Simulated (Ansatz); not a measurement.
Run report: AlRu, geometry relaxation (part 1 of 2)

System: AlRu (Pm-3m, 2 atoms in the cell).
Method: DFT PBE, scalar-relativistic, plane waves, PAW, no spin polarisation (Ansatz 0.2.0).

The structure derives from an entry of the Crystallography Open Database. It belongs to a series of runs on one base structure; here: relaxed at 15 GPa.

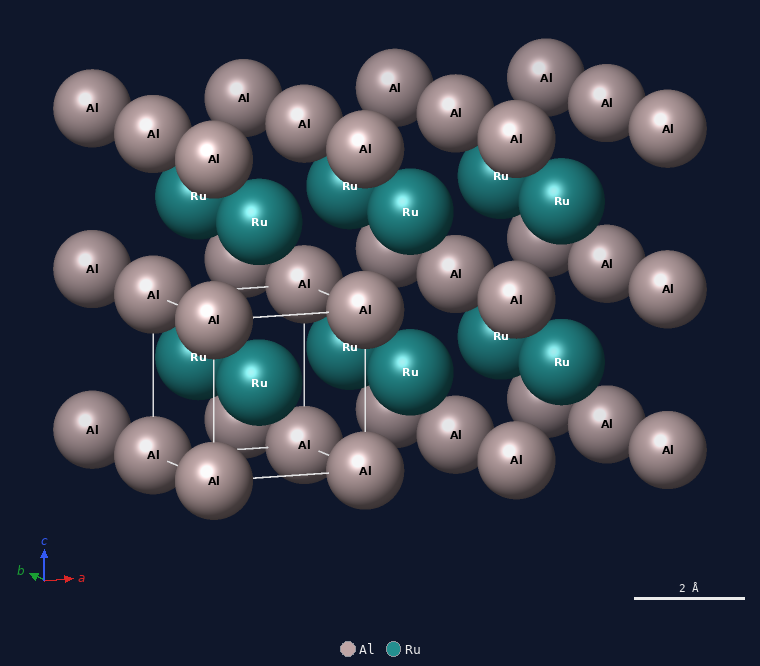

Figure 1. The input geometry (spheres-only view of the cell of the calculation, repeated 3 × 2 × 2, seen slightly off an axis).

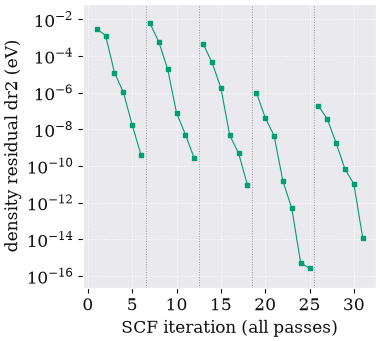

Figure 2. Convergence of the self-consistent field: density residual dr2 against the SCF iteration. The dotted lines part the SCF passes of the relaxation: geometry steps, rejected trials and re-solves on a re-selected basis. The 5 passes take 6 to 7 iterations each, 31 in all.

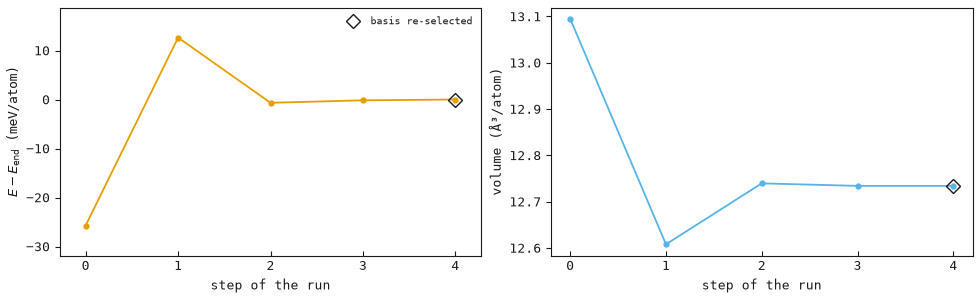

Figure 3. Progress of the relaxation, step by step (the first geometry is step 0 here and step 1 in the log).

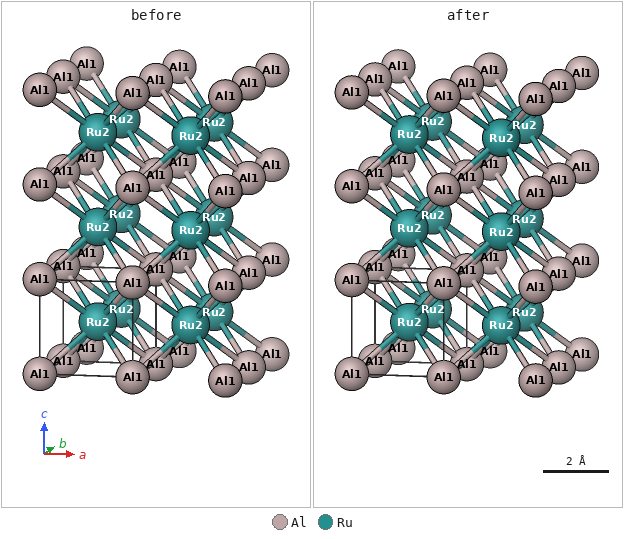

Figure 4. Before (left) and after (right) the relaxation, at one scale (ball-and-stick view of the cell of the calculation, repeated 2 × 2 × 3, seen slightly off an axis). No atom moves by more than 0.005 Å relative to the cell. The drawn cell changes as follows: a = b = c 2.970 → 2.942 Å (−0.9 %); the volume changes by −2.8 %. Among the contacts that change: Al1–Ru2 2.572 → 2.548 Å. The space group stays Pm-3m (No. 221). After 3 geometry steps the energy has risen by 25.6 meV per atom. With the target pressure of 15 GPa, the enthalpy E + pV changes by −8.2 meV per atom. All forces vanish by symmetry, so only the cell relaxes. Pressure: 8.00 GPa at the start and 15.00 GPa at the end. A last SCF at the same geometry on a re-selected plane-wave basis shifts the energy by +0.2 meV per atom. (Atoms are counted from 1 in the order of the input.)

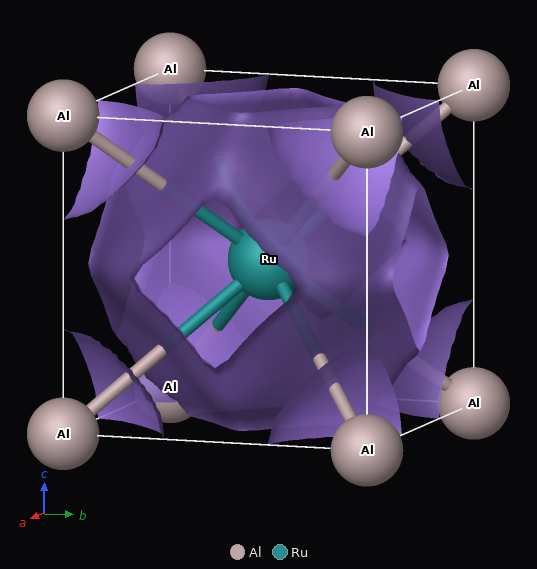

Figure 5. Isosurface of the electron localisation function at 0.4 (purple), seen slightly off an axis. Only the valence region is drawn (cores and ρ < 0.01 e/Å³ removed). Sticks mark near contacts. The outline is the cell set on symmetry axes. Profiles from the grid: Al–Ru (2.55 Å): the ELF is about 0.35 at the midpoint (no localised pair between them). In a PAW calculation such maps are meaningful between the atoms, not at the nuclei.

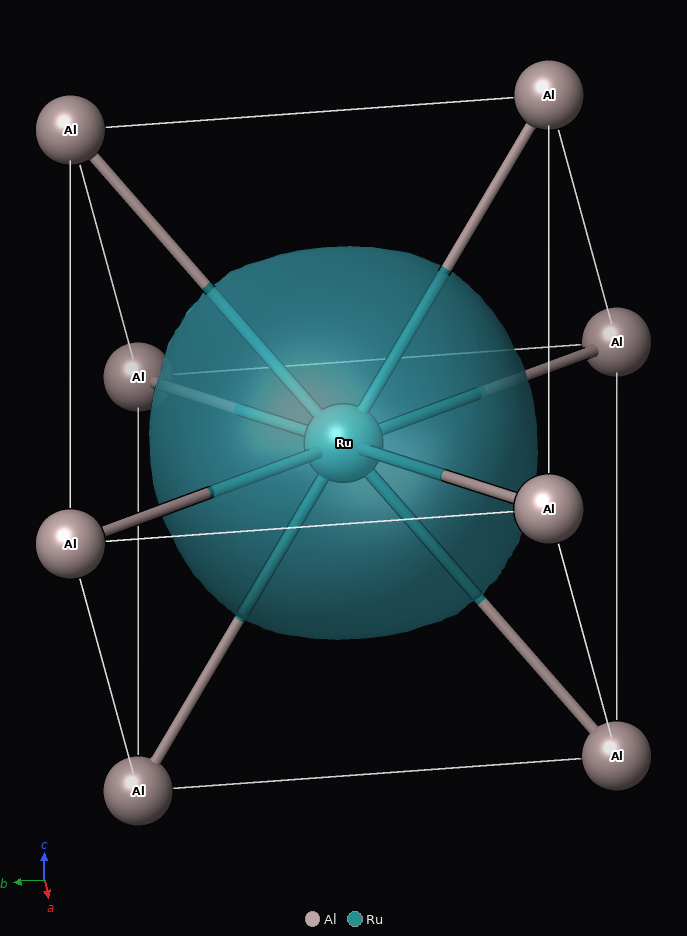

Figure 6. Isosurface of the valence charge density (pseudo) at 0.4 e/Å³ (cyan), seen at an oblique angle. Sticks mark near contacts. The outline is the cell set on symmetry axes. At this value the density breaks into separate islands; it holds about 75 % of the electrons treated as valence (semicore included). It is pinched off along the Al–Ru (2.55 Å) contacts. On the grid the lowest density along these lines, outside the cores, is 0.27 e/Å³ (Al–Ru, 2.55 Å).

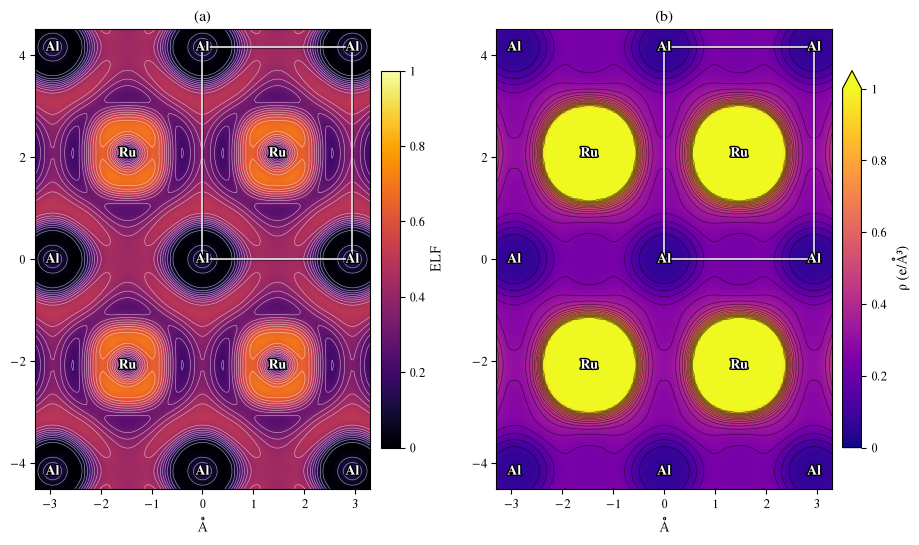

Figure 7. (a) ELF; (b) valence electron density on the (110) plane of the conventional cell. Atoms in the plane: Al and Ru. Al–Ru (2.55 Å): ρ at the midpoint is about 0.38 e/Å³; the ELF is about 0.35 at the midpoint (no shared electron pair). Away from the nuclei the density in this plane falls to 0.22 e/Å³ at its lowest. The strong features right at Ru lie inside the PAW spheres (semicore, d or f shells) and say nothing about bonding.

The input that produced these results follows, with the program's output.

The input
```yaml
crystal:
  lattice:
    - [2.9696942684, 0.0, 0.0]
    - [0.0, 2.9696942684, 0.0]
    - [0.0, 0.0, 2.9696942684]
  atoms:
    - { symbol: Al, position: [0.0, 0.0, 0.0] }
    - { symbol: Ru, position: [0.5, 0.5, 0.5] }
basis:
  ecutwfc: 420
kpoints:
  mp_grid: { grid: [14, 14, 14] }
hamiltonian:
  xc: pbe
scf:
  occupations: { method: fermi_dirac, width: 0.15 }
output:
  forces: true
  stress: true
  eigenvalues: true
  write_density: true
  write_potential: true
  elf: true
  volumetric_format: npy
relax:
  adjacent_minimum: "off"
  f_tol: 0.001
  max_steps: 60
  cell: { stress_tol: 0.02, p_target: 15.0 }
```

Launched with:
```bash
ansatz run input.yaml --threads 1 --pin off --max-ram 3072MiB --backend cpu --events-out ev --progress --plain --runs-dir out
```

What the program printed
```
Engine: ansatz 0.2.0, x86_64-unknown-linux-gnu
Pseudopotentials: kind: paw
Pseudopotential: Al, paw, valence charge 3, recommended cutoff 420 eV (normal), Al.paw.azcp
Pseudopotential: Ru, paw, valence charge 16, recommended cutoff 420 eV (normal), Ru.paw.azcp
Functional definition: PBE
  parameter kappa = 0.804
  parameter beta = 0.06672455060314922
  exchange = pbe_x(kappa = kappa, mu = beta*pi^2/3)
  correlation = pbe_c(beta = beta)
Crystal: 2 atoms, lattice volume = 26.190 Å³
Basis set: ecut = 420 eV, 485 PW (Γ), exchange–correlation on 40×40×40 points (8 copies of the dense FFT grid, shifted against one another)
Bands: 14, of which v1, the nominal top of the filled ones, is band 10 counted from 1 (9 counted from 0)
Symmetry: 48 space group operations
Space group: Pm-3m (ITA 221), of the structure as read, at distance tolerance 3.0e-5 Å
k-points: 120 of 2744
Non-local potential: Al, projectors of the file, l = 0: 2, l = 1: 2, l = 2: 1
Non-local potential: Ru, projectors of the file, l = 0: 3, l = 1: 2, l = 2: 2, l = 3: 1
PAW form: soft (Blöchl's): semilocal exchange-correlation on the pseudo side does not see the compensation charge
PAW one-centre angular grid: Al, 110 points (default); XC on 64 Gauss nodes
PAW one-centre angular grid: Ru, 590 points (default); XC on 64 Gauss nodes
Initial density: superposition of atomic densities (neutral atoms: chi_scale 0, normalization atom), corrected by the library's trained network
Initial wavefunctions: pseudopotential atomic-orbital guess
Functional: x = pbe(κ = 0.804, μ = 0.2195149727645171), c = pbe(β = 0.06672455060314922)
SCF iter   1: F=—  HF=-6417.502302 eV  |F-HF|=—  |Δ(HF+E_count)|=         —  Δρ=3.49e-3  dr2=2.99e-3  ethr=1.77e-3  ⟨swp⟩=5.0  Hψ=8288  notcnv=0
preconditioner: auto → none  [metal: Δε(μ)=0.024 eV  Ē_g=9.077 eV  σ=0.150 eV  W_gap=0.04  n_scr=6 (ndim 8)  ℏωp=24.1 eV  f_vac=0.000  D(μ)=1.54/eV (n_scr^D=18)  sad-step TF]
SCF iter   2: F=—  HF=-6417.501830 eV  |F-HF|=—  |Δ(HF+E_count)|=   4.72e-4  Δρ=2.11e-3  dr2=1.30e-3  ethr=1.57e-5  ⟨swp⟩=2.3  Hψ=3101  notcnv=0
SCF iter   3: F=—  HF=-6417.501546 eV  |F-HF|=—  |Δ(HF+E_count)|=   2.84e-4  Δρ=2.85e-4  dr2=1.25e-5  ethr=6.85e-6  ⟨swp⟩=2.1  Hψ=2121  notcnv=0
SCF iter   4: F=—  HF=-6417.501485 eV  |F-HF|=—  |Δ(HF+E_count)|=   6.06e-5  Δρ=8.58e-5  dr2=1.06e-6  ethr=6.59e-8  ⟨swp⟩=2.1  Hψ=2368  notcnv=0
iter 5 did not close the SCF: its close was put off for the readings that it lacked (scf_convergence_deferred on its scf_iter line)
SCF iter   5: F=-6417.501485 eV  HF=-6417.501485 eV  |F-HF|=1.37e-8  |Δ(HF+E_count)|=   2.10e-7  Δρ=1.51e-5  dr2=1.71e-8  ethr=5.57e-9  ⟨swp⟩=2.5  Hψ=2779  notcnv=0
SCF iter   6: F=-6417.501485 eV  HF=-6417.501485 eV  |F-HF|=2.35e-10  |Δ(HF+E_count)|=   8.41e-9  Δρ=2.43e-6  dr2=3.96e-10  ethr=9.00e-11  ⟨swp⟩=4.9  Hψ=8324  notcnv=0
SCF 1 converged in 6 iterations: F = -6417.501485 eV  dr2 = 3.96e-10
  greatest PAW one-centre occupation: 0.998 electrons in one spin orbital (limit 2), on the Ru atom at site 1 (counted from 0), in its partial waves of l = 0
relax step   1: F+E_penalty+E_count = -6417.50148492 eV  Δ(F+E_penalty+E_count) = +0.000e0 eV  max|allowed force component| = 1.300e-29 eV/Å  Δτ_max = 0.0000 Å  P = +7.998 GPa  Ω = 26.190 Å³  (6 SCF iters, dr2 threshold 1.00e-7 eV, accepted)
Crystal: 2 atoms, lattice volume = 25.216 Å³
Initial density: handed on by an earlier stage of this run
Initial wavefunctions: those handed on with the density
iter 1 solved again at ethr=3.88e-5 eV; its pass at ethr=3.10e-3 eV (dr2=7.38e-3 eV) is discarded
```
